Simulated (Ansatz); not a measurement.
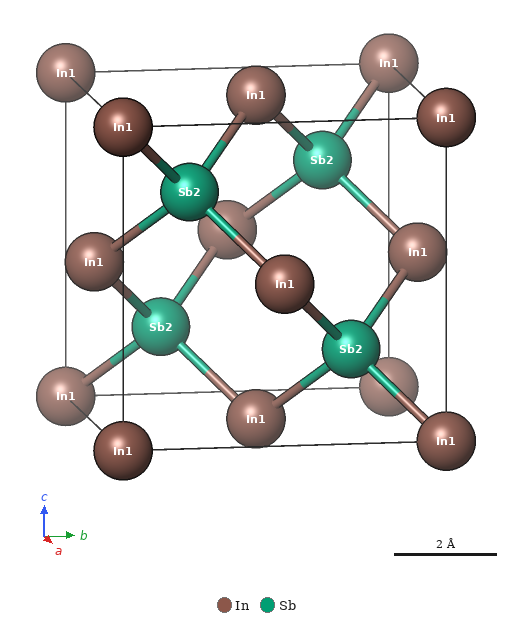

**Figure 1.** The structure as given in the input (ball-and-stick view of the cell 4 times as large as that of the calculation, set on its symmetry axes, seen slightly off an axis; atoms are numbered from 1 in the order of the input). An atom can appear more than once, as a periodic image. Near neighbours in the periodic cell (some may lie outside the picture): In has 4 Sb at 2.81 Å; Sb has 4 In at 2.81 Å.

## Geometry relaxation of InSb (part 1 of 2)

InSb (2 atoms in the cell), computed with DFT r2SCAN, scalar-relativistic, plane waves, PAW, no spin polarisation (Ansatz 0.2.0).

The structure derives from an entry of the Crystallography Open Database. Figures and captions count atoms from 1; the log counts them from 0 in places.

## The input
```yaml
crystal:
  lattice:
    - [0.0, 3.2391, 3.2391]
    - [3.2391, 0.0, 3.2391]
    - [3.2391, 3.2391, 0.0]
  atoms:
    - { symbol: In, position: [0.0, 0.0, 0.0] }
    - { symbol: Sb, position: [0.75, 0.75, 0.75] }
basis:
  ecutwfc: 500
kpoints:
  mp_grid: { grid: [10, 10, 10] }
hamiltonian:
  xc: r2scan
scf:
  occupations: { method: gaussian, width: 0.01 }
output:
  forces: true
  stress: true
  eigenvalues: true
  write_density: true
  write_potential: true
  elf: true
  volumetric_format: npy
relax:
  adjacent_minimum: "off"
  f_tol: 0.005
  max_steps: 80
  cell: { stress_tol: 0.05 }
```

Command:
```bash
ansatz run input.yaml --threads 2 --pin off --max-ram 5120MiB --backend cpu --events-out ev --progress --plain --runs-dir out
```

## Log
```
Engine: ansatz 0.2.0, x86_64-unknown-linux-gnu
Pseudopotentials: kind: paw
Pseudopotential: In, paw, valence charge 13, recommended cutoff 500 eV (meta_gga), In.paw.azcp
Pseudopotential: Sb, paw, valence charge 15, recommended cutoff 500 eV (meta_gga), Sb.paw.azcp
Functional definition: r2SCAN
  parameter k0 = 0.174
  parameter k1 = 0.065
  parameter a1 = 4.9479
  exchange = r2scan_x(k0 = k0, k1 = k1, a1 = a1)
  correlation = r2scan_c
Crystal: 2 atoms, lattice volume = 67.968 Å³
Basis set: ecut = 500 eV, 1759 PW (Γ), exchange–correlation on 144×144×144 points (64 copies of the dense FFT grid, shifted against one another)
Bands: 18, of which v1, the nominal top of the filled ones, is band 14 counted from 1 (13 counted from 0)
Symmetry: 24 space group operations
Space group: F-43m (ITA 216), of the structure as read, at distance tolerance 4.1e-5 Å
k-points: 47 of 1000 (time reversal used)
Non-local potential: In, projectors of the file, l = 0: 2, l = 1: 2, l = 2: 2, l = 3: 2
Non-local potential: Sb, projectors of the file, l = 0: 2, l = 1: 2, l = 2: 2, l = 3: 2
PAW form: soft (Blöchl's): semilocal exchange-correlation on the pseudo side does not see the compensation charge
PAW frozen core: In, regenerated for the run's functional (the file was generated under x = pbe(κ = 0.804, μ = 0.2195149727645171), c = pbe(β = 0.06672455060314922))
PAW frozen core: Sb, regenerated for the run's functional (the file was generated under x = pbe(κ = 0.804, μ = 0.2195149727645171), c = pbe(β = 0.06672455060314922))
PAW one-centre angular grid: In, 590 points (default); XC on 289 of its mesh's 2783 points in the sphere
PAW one-centre angular grid: Sb, 590 points (default); XC on 160 Gauss nodes
Initial density: superposition of atomic densities (neutral atoms: chi_scale 0, normalization atom), corrected by the library's trained network
Initial wavefunctions: pseudopotential atomic-orbital guess
Functional: x = r2scan, c = r2scan; τ floored in thin density (d = 2e-4 eV/Å³)
SCF iter   1: F=—  HF=-12111.421265 eV  |F-HF|=—  |Δ(HF+E_count)|=         —  Δρ=6.07e-3  dr2=1.54e-2  dr2_τ=7.05e-3  ethr=1.77e-3  ⟨swp⟩=6.4  Hψ=4844  notcnv=0
preconditioner: auto → none  [insulator: Δε(μ)=0.178 eV  Ē_g=14.809 eV  σ=0.010 eV  W_gap=1.00  n_scr=14 (ndim 8)  ℏωp=19.1 eV  f_vac=0.112  D(μ)=0.00/eV (n_scr^D=0)  ε∞_Penn≈2.7]
SCF iter   2: F=—  HF=-12111.428178 eV  |F-HF|=—  |Δ(HF+E_count)|=   6.91e-3  Δρ=1.81e-3  dr2=1.50e-3  dr2_τ=6.30e-5  ethr=5.49e-5  ⟨swp⟩=3.0  Hψ=2002  notcnv=0
SCF iter   3: F=—  HF=-12111.428491 eV  |F-HF|=—  |Δ(HF+E_count)|=   3.13e-4  Δρ=8.77e-4  dr2=2.60e-4  dr2_τ=6.69e-6  ethr=5.36e-6  ⟨swp⟩=2.4  Hψ=1300  notcnv=0
SCF iter   4: F=—  HF=-12111.428566 eV  |F-HF|=—  |Δ(HF+E_count)|=   7.52e-5  Δρ=1.07e-4  dr2=4.72e-6  dr2_τ=1.35e-7  ethr=9.30e-7  ⟨swp⟩=3.0  Hψ=1450  notcnv=0
SCF iter   5: F=—  HF=-12111.428564 eV  |F-HF|=—  |Δ(HF+E_count)|=   2.27e-6  Δρ=1.84e-5  dr2=1.66e-7  dr2_τ=6.37e-9  ethr=1.68e-8  ⟨swp⟩=2.0  Hψ=1504  notcnv=0
SCF iter   6: F=-12111.428564 eV  HF=-12111.428564 eV  |F-HF|=6.10e-9  |Δ(HF+E_count)|=   3.92e-8  Δρ=3.64e-6  dr2=5.15e-9  dr2_τ=2.94e-10  ethr=3.57e-10  ⟨swp⟩=10.2  Hψ=5929  notcnv=0
SCF 1 converged in 6 iterations: F = -12111.428564 eV  dr2 = 5.15e-9
  greatest PAW one-centre occupation: 0.993 electrons in one spin orbital (limit 2), on the Sb atom at site 1 (counted from 0), in its partial waves of l = 2
relax step   1: F+E_penalty+E_count = -12111.42856370 eV  Δ(F+E_penalty+E_count) = +0.000e0 eV  max|allowed force component| = 1.850e-16 eV/Å  Δτ_max = 0.0000 Å  P = +1.690 GPa  Ω = 67.968 Å³  (6 SCF iters, dr2 threshold 1.00e-7 eV, accepted)
Crystal: 2 atoms, lattice volume = 72.128 Å³
Basis set: ecut = 500 eV, 1837 PW (Γ), exchange–correlation on 144×144×144 points (64 copies of the dense FFT grid, shifted against one another)
Initial density: handed on by an earlier stage of this run
Initial wavefunctions: those handed on with the density
iter 1 solved again at ethr=8.27e-6 eV; its pass at ethr=3.10e-3 eV (dr2=2.32e-3 eV) is discarded
SCF iter   1: F=—  HF=-12111.359256 eV  |F-HF|=—  |Δ(HF+E_count)|=         —  Δρ=1.31e-3  dr2=2.29e-3  dr2_τ=2.78e-2  ethr=8.27e-6  ⟨swp⟩=2.9  Hψ=6076  notcnv=0
preconditioner: auto → none  [insulator: Δε(μ)=0.791 eV  Ē_g=14.457 eV  σ=0.010 eV  W_gap=0.70  n_scr=14 (ndim 8)  ℏωp=18.5 eV  f_vac=0.126  D(μ)=0.34/eV (n_scr^D=0)  ε∞_Penn≈2.6]
SCF iter   2: F=—  HF=-12111.435588 eV  |F-HF|=—  |Δ(HF+E_count)|=   7.63e-2  Δρ=1.21e-3  dr2=1.35e-3  dr2_τ=1.14e-5  ethr=8.18e-6  ⟨swp⟩=4.0  Hψ=2138  notcnv=0
SCF iter   3: F=—  HF=-12111.435543 eV  |F-HF|=—  |Δ(HF+E_count)|=   4.55e-5  Δρ=6.62e-4  dr2=2.30e-4  dr2_τ=2.95e-6  ethr=4.83e-6  ⟨swp⟩=2.0  Hψ=1186  notcnv=0
SCF iter   4: F=—  HF=-12111.435640 eV  |F-HF|=—  |Δ(HF+E_count)|=   9.74e-5  Δρ=1.61e-4  dr2=1.23e-5  dr2_τ=6.24e-7  ethr=8.22e-7  ⟨swp⟩=3.0  Hψ=1672  notcnv=0
SCF iter   5: F=—  HF=-12111.435634 eV  |F-HF|=—  |Δ(HF+E_count)|=   5.83e-6  Δρ=3.97e-5  dr2=2.07e-6  dr2_τ=2.31e-8  ethr=4.41e-8  ⟨swp⟩=2.0  Hψ=1505  notcnv=0
SCF iter   6: F=—  HF=-12111.435634 eV  |F-HF|=—  |Δ(HF+E_count)|=   3.76e-7  Δρ=1.59e-5  dr2=2.22e-7  dr2_τ=8.41e-10  ethr=7.41e-9  ⟨swp⟩=2.2  Hψ=1012  notcnv=0
SCF iter   7: F=-12111.435634 eV  HF=-12111.435634 eV  |F-HF|=4.93e-9  |Δ(HF+E_count)|=   3.94e-8  Δρ=5.71e-6  dr2=2.64e-8  dr2_τ=1.06e-10  ethr=7.14e-10  ⟨swp⟩=9.9  Hψ=5716  notcnv=0
SCF 2 converged in 7 iterations: F = -12111.435634 eV  dr2 = 2.64e-8
relax step   2: F+E_penalty+E_count = -12111.43563395 eV  Δ(F+E_penalty+E_count) = -7.070e-3 eV  max|allowed force component| = 4.048e-17 eV/Å  Δτ_max = 0.0000 Å  P = -0.968 GPa  Ω = 72.128 Å³  energy of the carried Pulay correction = -2.321e-4 eV  (7 SCF iters, dr2 threshold 2.00e-7 eV, accepted)
Crystal: 2 atoms, lattice volume = 70.555 Å³
Basis set: ecut = 500 eV, 1807 PW (Γ), exchange–correlation on 144×144×144 points (64 copies of the dense FFT grid, shifted against one another)
iter 1 solved again at ethr=1.03e-6 eV; its pass at ethr=3.10e-3 eV (dr2=2.87e-4 eV) is discarded
SCF iter   1: F=—  HF=-12111.431257 eV  |F-HF|=—  |Δ(HF+E_count)|=         —  Δρ=4.49e-4  dr2=2.81e-4  dr2_τ=3.66e-3  ethr=1.03e-6  ⟨swp⟩=2.9  Hψ=5875  notcnv=0
preconditioner: auto → none  [insulator: Δε(μ)=0.743 eV  Ē_g=14.579 eV  σ=0.010 eV  W_gap=0.67  n_scr=14 (ndim 8)  ℏωp=18.8 eV  f_vac=0.107  D(μ)=0.31/eV (n_scr^D=0)  ε∞_Penn≈2.7]
SCF iter   2: F=—  HF=-12111.440863 eV  |F-HF|=—  |Δ(HF+E_count)|=   9.61e-3  Δρ=4.59e-4  dr2=1.99e-4  dr2_τ=1.57e-6  ethr=1.00e-6  ⟨swp⟩=3.0  Hψ=2031  notcnv=0
SCF iter   3: F=—  HF=-12111.440858 eV  |F-HF|=—  |Δ(HF+E_count)|=   4.66e-6  Δρ=2.70e-4  dr2=3.91e-5  dr2_τ=4.12e-7  ethr=7.10e-7  ⟨swp⟩=2.1  Hψ=1004  notcnv=0
SCF iter   4: F=—  HF=-12111.440874 eV  |F-HF|=—  |Δ(HF+E_count)|=   1.56e-5  Δρ=7.30e-5  dr2=2.37e-6  dr2_τ=1.02e-7  ethr=1.40e-7  ⟨swp⟩=3.0  Hψ=1509  notcnv=0
SCF iter   5: F=—  HF=-12111.440873 eV  |F-HF|=—  |Δ(HF+E_count)|=   9.18e-7  Δρ=1.77e-5  dr2=4.53e-7  dr2_τ=3.45e-9  ethr=8.46e-9  ⟨swp⟩=2.0  Hψ=1505  notcnv=0
SCF iter   6: F=-12111.440873 eV  HF=-12111.440873 eV  |F-HF|=1.03e-8  |Δ(HF+E_count)|=   9.44e-8  Δρ=5.67e-6  dr2=3.13e-8  dr2_τ=1.08e-10  ethr=7.14e-10  ⟨swp⟩=10.1  Hψ=5943  notcnv=0
SCF 3 converged in 6 iterations: F = -12111.440873 eV  dr2 = 3.13e-8
relax step   3: F+E_penalty+E_count = -12111.44087298 eV  Δ(F+E_penalty+E_count) = -5.239e-3 eV  max|allowed force component| = 6.592e-17 eV/Å  Δτ_max = 0.0000 Å  P = -0.079 GPa  Ω = 70.555 Å³  energy of the carried Pulay correction = -1.460e-4 eV  (6 SCF iters, dr2 threshold 2.00e-7 eV, accepted)
Crystal: 2 atoms, lattice volume = 70.419 Å³
iter 1 solved again at ethr=1.66e-8 eV; its pass at ethr=3.10e-3 eV (dr2=4.66e-6 eV) is discarded
SCF iter   1: F=—  HF=-12111.440839 eV  |F-HF|=—  |Δ(HF+E_count)|=         —  Δρ=4.27e-5  dr2=2.33e-6  dr2_τ=2.86e-5  ethr=1.66e-8  ⟨swp⟩=3.1  Hψ=5468  notcnv=0
preconditioner: auto → none  [insulator: Δε(μ)=0.022 eV  Ē_g=14.579 eV  σ=0.010 eV  W_gap=0.87  n_scr=14 (ndim 8)  ℏωp=18.8 eV  f_vac=0.112  D(μ)=0.11/eV (n_scr^D=0)  ε∞_Penn≈2.7]
SCF iter   2: F=—  HF=-12111.440914 eV  |F-HF|=—  |Δ(HF+E_count)|=   7.58e-5  Δρ=4.10e-5  dr2=1.53e-6  dr2_τ=1.20e-8  ethr=8.33e-9  ⟨swp⟩=2.9  Hψ=1568  notcnv=0
SCF iter   3: F=—  HF=-12111.440914 eV  |F-HF|=—  |Δ(HF+E_count)|=   3.57e-8  Δρ=2.32e-5  dr2=2.75e-7  dr2_τ=3.46e-9  ethr=5.46e-9  ⟨swp⟩=2.1  Hψ=990  notcnv=0
SCF iter   4: F=-12111.440914 eV  HF=-12111.440914 eV  |F-HF|=1.28e-8  |Δ(HF+E_count)|=   1.18e-7  Δρ=5.92e-6  dr2=1.45e-8  dr2_τ=7.88e-10  ethr=5.56e-11  ⟨swp⟩=7.1  Hψ=5793  notcnv=0
SCF 4 converged in 4 iterations: F = -12111.440914 eV  dr2 = 1.45e-8
relax step   4: F+E_penalty+E_count = -12111.44091442 eV  Δ(F+E_penalty+E_count) = -4.144e-5 eV  max|allowed force component| = 4.626e-17 eV/Å  Δτ_max = 0.0000 Å  P = +0.000 GPa  Ω = 70.419 Å³  energy of the carried Pulay correction = -1.384e-4 eV  (4 SCF iters, dr2 threshold 1.56e-8 eV, accepted)
Initial wavefunctions: pseudopotential atomic-orbital guess (no wavefunctions were taken with the density)
iter 1 solved again at ethr=3.30e-7 eV; its pass at ethr=3.10e-3 eV (dr2=9.24e-5 eV) is discarded
SCF iter   1: F=—  HF=-12111.441084 eV  |F-HF|=—  |Δ(HF+E_count)|=         —  Δρ=2.61e-5  dr2=8.83e-8  dr2_τ=3.95e-7  ethr=3.30e-7  ⟨swp⟩=3.0  Hψ=7003  notcnv=0
eigensolver tolerance schedule: the retry pair's looser diagonalisation over-reported the residual by 1045.08 of it (diagonalisation noise at 0.13 of the residual, at the tolerance the schedule requests for it); recorded, not acted on — ethr = c·dr2/N_el stays at c = 1.0e-1
preconditioner: auto → none  [insulator: Δε(μ)=0.026 eV  Ē_g=14.578 eV  σ=0.010 eV  W_gap=0.93  n_scr=14 (ndim 8)  ℏωp=18.8 eV  f_vac=0.112  D(μ)=0.07/eV (n_scr^D=0)  ε∞_Penn≈2.7]
SCF iter   2: F=—  HF=-12111.441085 eV  |F-HF|=—  |Δ(HF+E_count)|=   6.04e-7  Δρ=1.16e-5  dr2=2.16e-8  dr2_τ=7.63e-9  ethr=3.15e-10  ⟨swp⟩=2.7  Hψ=1588  notcnv=0
SCF iter   3: F=—  HF=-12111.441085 eV  |F-HF|=—  |Δ(HF+E_count)|=   7.24e-8  Δρ=4.12e-6  dr2=2.77e-9  dr2_τ=9.94e-10  ethr=7.70e-11  ⟨swp⟩=2.2  Hψ=1180  notcnv=0
SCF iter   4: F=—  HF=-12111.441085 eV  |F-HF|=—  |Δ(HF+E_count)|=   9.57e-9  Δρ=6.67e-7  dr2=9.99e-11  dr2_τ=3.26e-11  ethr=9.88e-12  ⟨swp⟩=2.0  Hψ=1270  notcnv=0
SCF iter   5: F=-12111.441085 eV  HF=-12111.441085 eV  |F-HF|=0.00e0  |Δ(HF+E_count)|=  3.22e-10  Δρ=1.23e-7  dr2=4.76e-12  dr2_τ=9.89e-13  ethr=1.00e-12  ⟨swp⟩=7.4  Hψ=4375  notcnv=0
SCF 5 converged in 5 iterations: F = -12111.441085 eV  dr2 = 4.76e-12
relax step   5: F+E_penalty+E_count = -12111.44108480 eV  Δ(F+E_penalty+E_count) = -1.704e-4 eV  max|allowed force component| = 2.891e-17 eV/Å  Δτ_max = 0.0000 Å  P = +0.004 GPa  Ω = 70.419 Å³  stress off target by 4.22e-3 GPa  SCF on the basis re-selected at this cell (its energy is not comparable with the rows above)  (5 SCF iters)
```

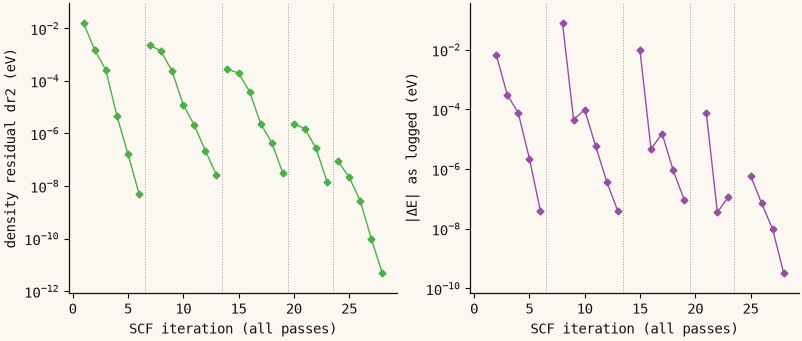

**Figure 2.** Convergence of the self-consistent field: density residual dr2 and size of the energy change against the SCF iteration. The dotted lines part the SCF passes of the relaxation: geometry steps, rejected trials and re-solves on a re-selected basis. The 5 passes take 4 to 7 iterations each, 28 in all.
